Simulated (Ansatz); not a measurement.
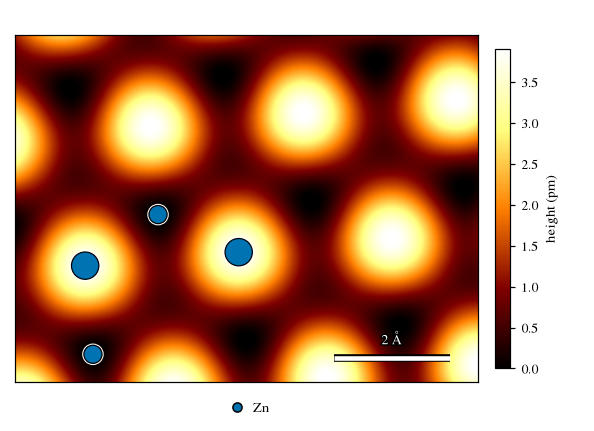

Constant-current image at a set point of 4.1 × 10⁻⁴ e/Å³ of Zn(001) (P6_3/mmc bulk, 6 atomic planes (those closer than 0.6 Å count as one), 13 Å), sample bias +1.00 V. The atoms seen from above are drawn over one corner (deeper ones smaller).

Images follow the Tersoff–Hamann model: the current is the local density of the sample's states between the Fermi level and the bias, at the tip's centre. Bias windows are sharp sums over the levels of the k mesh.

Method: DFT PBE, scalar-relativistic, plane waves, PAW in Ansatz. Cutoff 420 eV, 21 × 21 k-points, Gaussian smearing 0.1 eV, dipole correction. The slab is a cut without reconstruction beyond its cell, at the source's lattice constants, with its lower half held fixed and the rest relaxed. No spin polarisation. The run couldn't confirm all of its levels under its output density. The run warns that the functional's potential is rough in the thin density of the vacuum, where the tip is; weak contrasts and barriers may feel it.

Which atoms or sites appear bright, which dark, and how strong is the contrast?

Answer. The brightest spots lie over the top Zn atoms; the darkest points are over the sites above the Zn atoms 2.5 Å below the top plane. The corrugation is 4 pm at a mean tip height of 3.0 Å. So weak a contrast (4 pm) depends on the k-mesh and on the tip.
